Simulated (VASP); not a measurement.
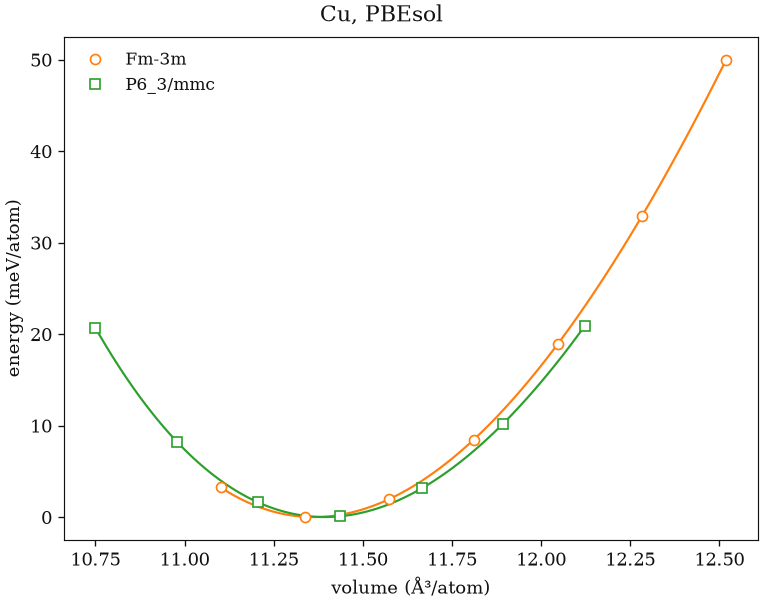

Plotted: energy against volume, with one curve for each structure, for Cu. Each energy curve has its own zero, so the curves don't rank the structures.

Computed with VASP 6.6.1: plane-wave DFT, no spin polarisation; energies at scaled volumes of the given cell, shape and fractions fixed, counted from the fit's minimum, third-order Birch-Murnaghan fit. Level: PBEsol.

- occupations: Fermi–Dirac
- smearing width: 0.05 eV
- potentials: VASP PAW PBE potentials, recommended
- wave cutoff: 520 eV

Settings that differ: Fm-3m: k mesh 13×13×13; P6_3/mmc: k mesh 12×12×7.

Order the curves by fitted equilibrium volume, smallest first.

Answer. Fm-3m 11.362, P6_3/mmc 11.393 Å³/atom.

Order the curves by fitted bulk modulus, smallest first.

Answer. P6_3/mmc 162.4, Fm-3m 165.4 GPa.

The computed values:

Fm-3m:
```json
{"volume (Å³/atom)": "11.10", "energy (meV/atom)": "3.23"}
{"volume (Å³/atom)": "11.34", "energy (meV/atom)": "0.03"}
{"volume (Å³/atom)": "11.57", "energy (meV/atom)": "1.96"}
{"volume (Å³/atom)": "11.81", "energy (meV/atom)": "8.45"}
{"volume (Å³/atom)": "12.05", "energy (meV/atom)": "18.92"}
{"volume (Å³/atom)": "12.28", "energy (meV/atom)": "32.91"}
{"volume (Å³/atom)": "12.52", "energy (meV/atom)": "50.01"}
```

P6_3/mmc:
```json
{"volume (Å³/atom)": "10.75", "energy (meV/atom)": "20.71"}
{"volume (Å³/atom)": "10.98", "energy (meV/atom)": "8.25"}
{"volume (Å³/atom)": "11.21", "energy (meV/atom)": "1.60"}
{"volume (Å³/atom)": "11.44", "energy (meV/atom)": "0.07"}
{"volume (Å³/atom)": "11.66", "energy (meV/atom)": "3.12"}
{"volume (Å³/atom)": "11.89", "energy (meV/atom)": "10.20"}
{"volume (Å³/atom)": "12.12", "energy (meV/atom)": "20.86"}
```
